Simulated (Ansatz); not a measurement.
Run report: Ru4S, geometry relaxation (part 1 of 2)

The run: geometry relaxation of Ru4S (slab, 5 atoms in the cell). Method and program: DFT PBE, scalar-relativistic, plane waves, PAW, PAW set soft_1, no spin polarisation (Ansatz 0.2.0).

The structure derives from an entry of the Crystallography Open Database. The input holds or restrains some coordinates. Forces given for the steps count only the free coordinates.

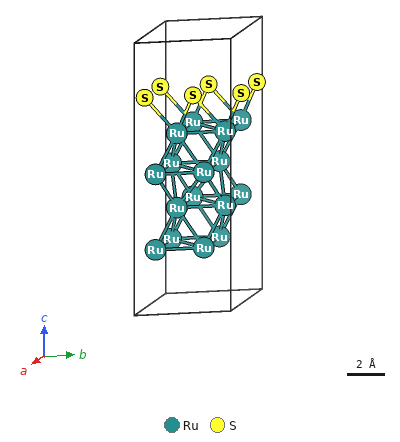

*The input geometry (ball-and-stick view of the 2 × 2 repeat of the cell, with the vacuum cut short, seen slightly off an axis). An atom can appear more than once, as a periodic image.*

Summary

| quantity | value |
| --- | --- |
| outcome | converged under the restraints of the input |
| electrons treated | 70 |
| free energy | −24415.0319 eV |
| work function, top face | 4.91 eV |
| work function, bottom face | 5.05 eV |
| Fermi energy | 7.633 eV |
| gap on the k-point mesh | none (metallic) |
| final volume | 140.08 Å³ |
| work function (upper face) | 4.91 eV |
| largest force (length of the vector) at the end, held atoms and coordinates included | 0.617 eV/Å |
| hardware | 1 thread of Intel Xeon @ 2.50GHz (Skylake/Cascade Lake), 32 GiB of memory available, shared host |
| wall time | 2.4 min |
| peak memory | 0.64 GiB |

Warnings of the run: the exchange-correlation potential is rough where the density is thin.

The input
```yaml
crystal:
  lattice:
    - [2.7197977462, 0.0, 0.0]
    - [-1.3598988731, 2.3554139414, 0.0]
    - [0.0, 0.0, 21.8663388879]
  atoms:
    - { symbol: Ru, position: [0.6666666667, 0.3333333333, 0.1829295714] }
    - { symbol: Ru, position: [0.3333333333, 0.6666666667, 0.2811778374] }
    - { symbol: Ru, position: [0.6666666667, 0.3333333333, 0.3790816285] }
    - { symbol: Ru, position: [0.3333333333, 0.6666666667, 0.4740774823] }
    - { symbol: S, position: [0.3333333333, 1.0, 0.5708511234] }
basis:
  ecutwfc: 420
kpoints:
  mp_grid: { grid: [12, 12, 1] }
hamiltonian:
  xc: pbe
  pseudopotentials: { kind: paw, azcp: { folder: soft_1 } }
scf:
  occupations: { method: gaussian, width: 0.1 }
output:
  forces: true
  eigenvalues: true
  write_density: true
  write_potential: true
  elf: true
  volumetric_format: npy
relax:
  adjacent_minimum: "off"
  f_tol: 0.025
  max_steps: 16
  constraints: [{ sites: [0, 1, 2, 3] }, { sites: [4], fix: xy }]
efield:
  axis: 3
  dipole_correction: true
  ramp_width: 0.04
```

Command:
```bash
ansatz run input.yaml --threads 1 --pin off --max-ram 3072MiB --backend cpu --events-out ev --progress --plain --runs-dir out
```

Log
```
Engine: ansatz 0.2.0, x86_64-unknown-linux-gnu
Pseudopotentials: kind: paw
Pseudopotential: Ru, paw, valence charge 16, recommended cutoff 420 eV (normal), [file]
Pseudopotential: S, paw, valence charge 6, recommended cutoff 420 eV (normal), [file]
Functional definition: PBE
  parameter kappa = 0.804
  parameter beta = 0.06672455060314922
  exchange = pbe_x(kappa = kappa, mu = beta*pi^2/3)
  correlation = pbe_c(beta = beta)
Crystal: 5 atoms, lattice volume = 140.081 Å³
Basis set: ecut = 420 eV, 2767 PW (Γ), exchange–correlation on 40×40×300 points (8 copies of the dense FFT grid, shifted against one another)
Bands: 42, of which v1, the nominal top of the filled ones, is band 35 counted from 1 (34 counted from 0)
Symmetry: 1 space group operations
Space group: P1 (ITA 1), of the structure as read, at distance tolerance 5.2e-5 Å
k-points: 74 of 144 (time reversal used)
Non-local potential: Ru, projectors of the file, l = 0: 3, l = 1: 2, l = 2: 2, l = 3: 1
Non-local potential: S, projectors of the file, l = 0: 2, l = 1: 2, l = 2: 1
PAW form: soft (Blöchl's): semilocal exchange-correlation on the pseudo side does not see the compensation charge
PAW one-centre angular grid: Ru, 590 points (default); XC on 64 Gauss nodes
PAW one-centre angular grid: S, 110 points (default); XC on 64 Gauss nodes
Initial density: superposition of atomic densities (neutral atoms: chi_scale 0, normalization atom)
Initial wavefunctions: pseudopotential atomic-orbital guess
Functional: x = pbe(κ = 0.804, μ = 0.2195149727645171), c = pbe(β = 0.06672455060314922)
SCF iter   1: F=—  HF=-24417.537159 eV  |F-HF|=—  |Δ(HF+E_count)|=         —  Δρ=7.17e-2  dr2=1.05e1  ethr=3.10e-3  p=-0.000 e·Å  D=-1.81e-7 V/Å  ΔV_dip=0.00 eV  dr2_dipole=9.22e-3  V_vac-E_F(+/−)=5.89/5.89 eV  ⟨swp⟩=9.0  Hψ=14614  notcnv=0
efield: sawtooth ramp at fractional position 0.8569 (placed from the atoms, in the widest stretch of the axis that holds none; the zero of the levels goes with the place), width 0.0400; the density the first Hamiltonian is built on has a dipole p = -0.000 e·Å; the dipole correction subtracts the counter field D = -1.81e-7 V/Å, which shifts the + side's vacuum level by +0.00 eV against the − side's; the planar-averaged density in the ramp window peaks in size at 4.6e-6 e/Å³
preconditioner: auto → LDOS  [metal: Δε(μ)=0.003 eV  Ē_g=5.509 eV  σ=0.100 eV  W_gap=0.01  n_scr=16 (ndim 8)  ℏωp=19.3 eV  f_vac=0.457  D(μ)=6.04/eV (n_scr^D=48)  β→1.0]
SCF iter   2: F=—  HF=-24417.266661 eV  |F-HF|=—  |Δ(HF+E_count)|=   2.70e-1  Δρ=6.96e-2  dr2=8.18e0  ethr=3.10e-3  p=0.006 e·Å  D=7.21e-3 V/Å  ΔV_dip=-0.16 eV  dr2_dipole=3.11e-1  V_vac-E_F(+/−)=4.84/5.00 eV  ⟨swp⟩=3.5  Hψ=8443  notcnv=0  defer=98
SCF iter   3: F=—  HF=-24415.064331 eV  |F-HF|=—  |Δ(HF+E_count)|=    2.20e0  Δρ=8.00e-3  dr2=1.65e-1  ethr=3.10e-3  p=0.011 e·Å  D=1.49e-2 V/Å  ΔV_dip=-0.32 eV  dr2_dipole=2.47e-2  V_vac-E_F(+/−)=4.98/5.31 eV  ⟨swp⟩=3.0  Hψ=7357  notcnv=0  defer=93
SCF iter   4: F=—  HF=-24415.026060 eV  |F-HF|=—  |Δ(HF+E_count)|=   3.83e-2  Δρ=2.51e-3  dr2=1.81e-2  ethr=2.36e-4  p=0.005 e·Å  D=7.10e-3 V/Å  ΔV_dip=-0.16 eV  dr2_dipole=4.30e-5  V_vac-E_F(+/−)=4.97/5.12 eV  ⟨swp⟩=3.1  Hψ=6085  notcnv=0  defer=93
SCF iter   5: F=—  HF=-24415.023555 eV  |F-HF|=—  |Δ(HF+E_count)|=   2.50e-3  Δρ=9.61e-4  dr2=1.47e-3  ethr=2.59e-5  p=0.007 e·Å  D=8.95e-3 V/Å  ΔV_dip=-0.20 eV  dr2_dipole=1.05e-4  V_vac-E_F(+/−)=4.91/5.10 eV  ⟨swp⟩=2.4  Hψ=4898  notcnv=0  defer=93
SCF iter   6: F=—  HF=-24415.023767 eV  |F-HF|=—  |Δ(HF+E_count)|=   2.12e-4  Δρ=3.13e-4  dr2=1.45e-4  ethr=2.10e-6  p=0.007 e·Å  D=8.43e-3 V/Å  ΔV_dip=-0.18 eV  dr2_dipole=5.07e-5  V_vac-E_F(+/−)=4.89/5.07 eV  ⟨swp⟩=2.9  Hψ=5558  notcnv=0  defer=93
SCF iter   7: F=—  HF=-24415.023867 eV  |F-HF|=—  |Δ(HF+E_count)|=   1.00e-4  Δρ=9.27e-5  dr2=1.87e-5  ethr=2.07e-7  p=0.006 e·Å  D=7.79e-3 V/Å  ΔV_dip=-0.17 eV  dr2_dipole=8.68e-6  V_vac-E_F(+/−)=4.88/5.05 eV  ⟨swp⟩=2.0  Hψ=4487  notcnv=0  defer=93
SCF iter   8: F=-24415.023877 eV  HF=-24415.023877 eV  |F-HF|=5.33e-7  |Δ(HF+E_count)|=   9.25e-6  Δρ=2.64e-5  dr2=8.97e-7  ethr=2.23e-8  p=0.006 e·Å  D=7.57e-3 V/Å  ΔV_dip=-0.17 eV  dr2_dipole=8.03e-8  V_vac-E_F(+/−)=4.88/5.05 eV  ⟨swp⟩=21.2  Hψ=32886  notcnv=0
SCF 1 converged in 8 iterations: F = -24415.023877 eV  dr2 = 8.97e-7
  greatest PAW one-centre occupation: 1.000 electrons in one spin orbital (limit 2), on the Ru atom at site 2 (counted from 0), in its partial waves of l = 0
relax step   1: F+E_penalty+E_count = -24415.02387721 eV  Δ(F+E_penalty+E_count) = +0.000e0 eV  max|allowed force component| = 3.148e-1 eV/Å  Δτ_max = 0.0000 Å  (8 SCF iters, dr2 threshold 1.56e-5 eV, accepted)
Initial density: handed on by an earlier stage of this run
Initial wavefunctions: those handed on with the density
iter 1 solved again at ethr=1.41e-6 eV; its pass at ethr=3.10e-3 eV (dr2=9.85e-4 eV) is discarded
SCF iter   1: F=—  HF=-24415.030009 eV  |F-HF|=—  |Δ(HF+E_count)|=         —  Δρ=9.31e-4  dr2=9.87e-4  ethr=1.41e-6  p=0.006 e·Å  D=7.57e-3 V/Å  ΔV_dip=-0.17 eV  dr2_dipole=1.91e-5  V_vac-E_F(+/−)=4.88/5.05 eV  ⟨swp⟩=3.0  Hψ=10815  notcnv=0  defer=76
efield: sawtooth ramp at fractional position 0.8569 (handed on by an earlier solve), width 0.0400; the density the first Hamiltonian is built on has a dipole p = 0.006 e·Å; the dipole correction subtracts the counter field D = 7.57e-3 V/Å, which shifts the + side's vacuum level by -0.17 eV against the − side's; the planar-averaged density in the ramp window peaks in size at 6.2e-6 e/Å³
preconditioner: auto → LDOS  [metal: Δε(μ)=0.022 eV  Ē_g=5.154 eV  σ=0.100 eV  W_gap=0.12  n_scr=16 (ndim 8)  ℏωp=19.3 eV  f_vac=0.461  D(μ)=5.03/eV (n_scr^D=16)  β→1.0]
SCF iter   2: F=—  HF=-24415.029985 eV  |F-HF|=—  |Δ(HF+E_count)|=   2.38e-5  Δρ=4.59e-4  dr2=7.24e-4  ethr=1.41e-6  p=0.005 e·Å  D=6.68e-3 V/Å  ΔV_dip=-0.15 eV  dr2_dipole=6.44e-5  V_vac-E_F(+/−)=4.90/5.05 eV  ⟨swp⟩=2.4  Hψ=5420  notcnv=0  defer=76
SCF iter   3: F=—  HF=-24415.029864 eV  |F-HF|=—  |Δ(HF+E_count)|=   1.21e-4  Δρ=1.86e-4  dr2=1.05e-4  ethr=1.03e-6  p=0.005 e·Å  D=6.98e-3 V/Å  ΔV_dip=-0.15 eV  dr2_dipole=5.68e-6  V_vac-E_F(+/−)=4.89/5.05 eV  ⟨swp⟩=2.9  Hψ=5912  notcnv=0  defer=76
SCF iter   4: F=-24415.029836 eV  HF=-24415.029839 eV  |F-HF|=2.93e-6  |Δ(HF+E_count)|=   2.49e-5  Δρ=3.75e-5  dr2=4.02e-6  ethr=8.85e-9  p=0.005 e·Å  D=6.87e-3 V/Å  ΔV_dip=-0.15 eV  dr2_dipole=2.21e-9  V_vac-E_F(+/−)=4.90/5.05 eV  ⟨swp⟩=17.9  Hψ=35171  notcnv=0
SCF 2 converged in 4 iterations: F = -24415.029836 eV  dr2 = 4.02e-6
relax step   2: F+E_penalty+E_count = -24415.02983599 eV  Δ(F+E_penalty+E_count) = -5.959e-3 eV  max|allowed force component| = 1.545e-1 eV/Å  Δτ_max = 0.0256 Å  (4 SCF iters, dr2 threshold 6.19e-6 eV, accepted)
SCF iter   1: F=—  HF=-24415.032005 eV  |F-HF|=—  |Δ(HF+E_count)|=         —  Δρ=9.37e-4  dr2=1.09e-3  ethr=1.42e-5  p=0.005 e·Å  D=6.87e-3 V/Å  ΔV_dip=-0.15 eV  dr2_dipole=1.37e-5  V_vac-E_F(+/−)=4.90/5.05 eV  ⟨swp⟩=3.5  Hψ=7508  notcnv=0  defer=69
efield: sawtooth ramp at fractional position 0.8569 (handed on by an earlier solve), width 0.0400; the density the first Hamiltonian is built on has a dipole p = 0.005 e·Å; the dipole correction subtracts the counter field D = 6.87e-3 V/Å, which shifts the + side's vacuum level by -0.15 eV against the − side's; the planar-averaged density in the ramp window peaks in size at 6.2e-6 e/Å³
preconditioner: auto → LDOS  [metal: Δε(μ)=0.032 eV  Ē_g=5.139 eV  σ=0.100 eV  W_gap=0.18  n_scr=16 (ndim 8)  ℏωp=19.3 eV  f_vac=0.460  D(μ)=4.87/eV (n_scr^D=16)  β→1.0]
SCF iter   2: F=—  HF=-24415.032007 eV  |F-HF|=—  |Δ(HF+E_count)|=   1.57e-6  Δρ=4.46e-4  dr2=6.45e-4  ethr=1.55e-6  p=0.005 e·Å  D=6.05e-3 V/Å  ΔV_dip=-0.13 eV  dr2_dipole=8.56e-5  V_vac-E_F(+/−)=4.92/5.05 eV  ⟨swp⟩=2.0  Hψ=5483  notcnv=0  defer=69
SCF iter   3: F=—  HF=-24415.031910 eV  |F-HF|=—  |Δ(HF+E_count)|=   9.66e-5  Δρ=1.87e-4  dr2=1.06e-4  ethr=9.21e-7  p=0.005 e·Å  D=6.36e-3 V/Å  ΔV_dip=-0.14 eV  dr2_dipole=4.97e-6  V_vac-E_F(+/−)=4.91/5.05 eV  ⟨swp⟩=2.6  Hψ=5285  notcnv=0  defer=69
SCF iter   4: F=—  HF=-24415.031884 eV  |F-HF|=—  |Δ(HF+E_count)|=   2.61e-5  Δρ=3.09e-5  dr2=2.87e-6  ethr=1.52e-7  p=0.005 e·Å  D=6.27e-3 V/Å  ΔV_dip=-0.14 eV  dr2_dipole=5.55e-8  V_vac-E_F(+/−)=4.91/5.05 eV  ⟨swp⟩=2.8  Hψ=5538  notcnv=0  defer=69
SCF iter   5: F=-24415.031884 eV  HF=-24415.031885 eV  |F-HF|=2.55e-7  |Δ(HF+E_count)|=   4.63e-7  Δρ=1.29e-5  dr2=5.21e-7  ethr=2.13e-9  p=0.005 e·Å  D=6.28e-3 V/Å  ΔV_dip=-0.14 eV  dr2_dipole=1.99e-9  V_vac-E_F(+/−)=4.91/5.05 eV  ⟨swp⟩=18.8  Hψ=30949  notcnv=0
SCF 3 converged in 5 iterations: F = -24415.031884 eV  dr2 = 5.21e-7
relax step   3: F+E_penalty+E_count = -24415.03188435 eV  Δ(F+E_penalty+E_count) = -2.048e-3 eV  max|allowed force component| = 7.118e-3 eV/Å  Δτ_max = 0.0257 Å  (5 SCF iters, dr2 threshold 1.49e-6 eV, accepted)
iter 1 solved again at ethr=7.42e-10 eV; its pass at ethr=3.10e-3 eV (dr2=5.20e-7 eV) is discarded
SCF iter   1: F=—  HF=-24415.031846 eV  |F-HF|=—  |Δ(HF+E_count)|=         —  Δρ=1.28e-5  dr2=5.20e-7  ethr=7.42e-10  p=0.005 e·Å  D=6.28e-3 V/Å  ΔV_dip=-0.14 eV  dr2_dipole=1.48e-9  V_vac-E_F(+/−)=4.91/5.05 eV  ⟨swp⟩=1.0  Hψ=7992  notcnv=0
efield: sawtooth ramp at fractional position 0.8569 (handed on by an earlier solve), width 0.0400; the density the first Hamiltonian is built on has a dipole p = 0.005 e·Å; the dipole correction subtracts the counter field D = 6.28e-3 V/Å, which shifts the + side's vacuum level by -0.14 eV against the − side's; the planar-averaged density in the ramp window peaks in size at 6.2e-6 e/Å³
preconditioner: auto → LDOS  [metal: Δε(μ)=0.033 eV  Ē_g=5.139 eV  σ=0.100 eV  W_gap=0.18  n_scr=16 (ndim 8)  ℏωp=19.3 eV  f_vac=0.460  D(μ)=4.88/eV (n_scr^D=16)  β→1.0]
SCF iter   2: F=—  HF=-24415.031885 eV  |F-HF|=—  |Δ(HF+E_count)|=   3.93e-5  Δρ=1.62e-5  dr2=8.86e-7  ethr=7.42e-10  p=0.005 e·Å  D=6.30e-3 V/Å  ΔV_dip=-0.14 eV  dr2_dipole=9.26e-9  V_vac-E_F(+/−)=4.91/5.05 eV  ⟨swp⟩=2.0  Hψ=5467  notcnv=0
SCF iter   3: F=-24415.031885 eV  HF=-24415.031885 eV  |F-HF|=1.64e-8  |Δ(HF+E_count)|=   1.89e-7  Δρ=2.49e-6  dr2=2.40e-8  ethr=1.43e-10  p=0.005 e·Å  D=6.29e-3 V/Å  ΔV_dip=-0.14 eV  dr2_dipole=5.85e-11  V_vac-E_F(+/−)=4.91/5.05 eV  ⟨swp⟩=9.9  Hψ=27257  notcnv=0
SCF 4 converged in 3 iterations: F = -24415.031885 eV  dr2 = 2.40e-8
relax step   4: F+E_penalty+E_count = -24415.03188469 eV  Δ(F+E_penalty+E_count) = -3.495e-7 eV  max|allowed force component| = 7.226e-3 eV/Å  Δτ_max = 0.0000 Å  (3 SCF iters, accepted)
```

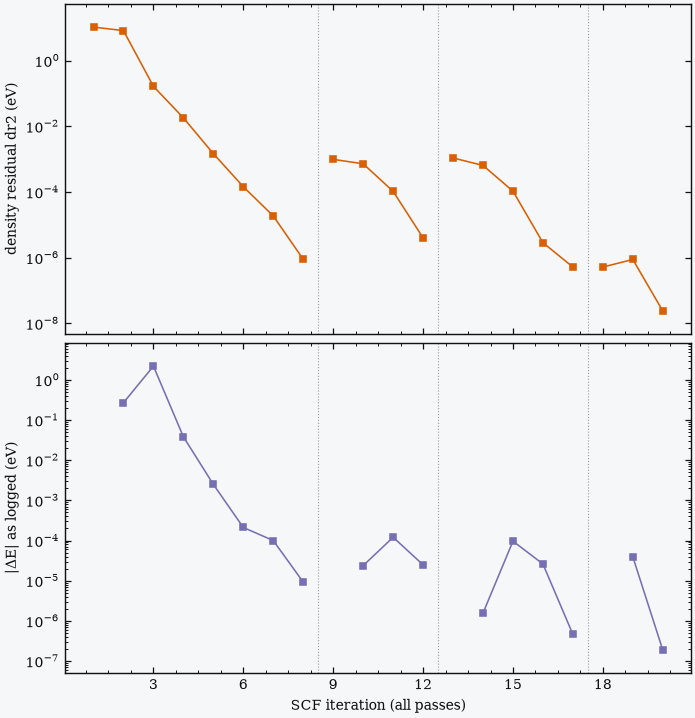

*Convergence of the self-consistent field: density residual dr2 and size of the energy change against the SCF iteration. The dotted lines part the SCF passes of the relaxation: geometry steps, rejected trials and re-solves on a re-selected basis.*

The passes take 8, 4, 5 and 3 iterations.

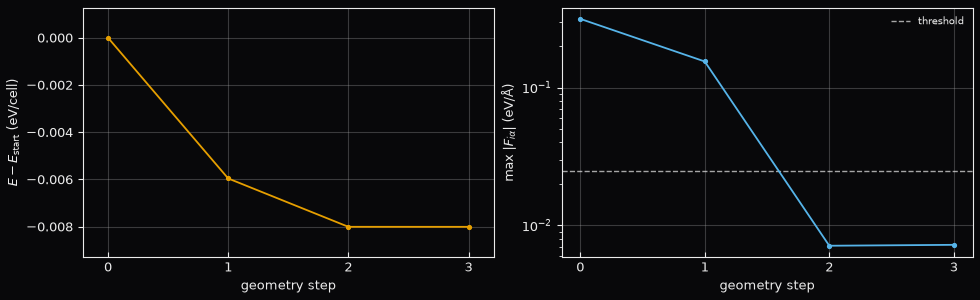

*Progress of the restrained relaxation, step by step (the first geometry is step 0 here and step 1 in the log).*
